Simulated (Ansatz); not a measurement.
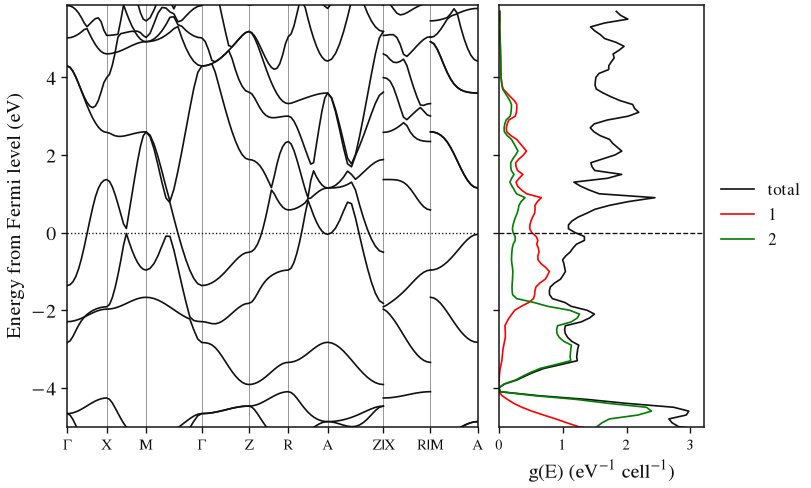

Band structure and density of states. Energies are counted from the Fermi level. The partial curves are projected on Löwdin-orthogonalised atomic shells; they sum to less than the total at higher energies, where shells without a projector contribute.

The material is Zn$_{2}$S, space group P4/mmm, 3 atoms in the cell.

Level of theory: DFT PBE, scalar-relativistic, plane waves, PAW, no spin polarisation, 10×10×12 k mesh, 420 eV cutoff; code Ansatz.

Assign each number in the legend. The candidates: S, Zn.

1 is Zn; 2 is S.

Metal, semiconductor or insulator?

A metal: 2 bands cross the Fermi level along this path.

The structure is an invented one, so it need not be a known or stable phase.
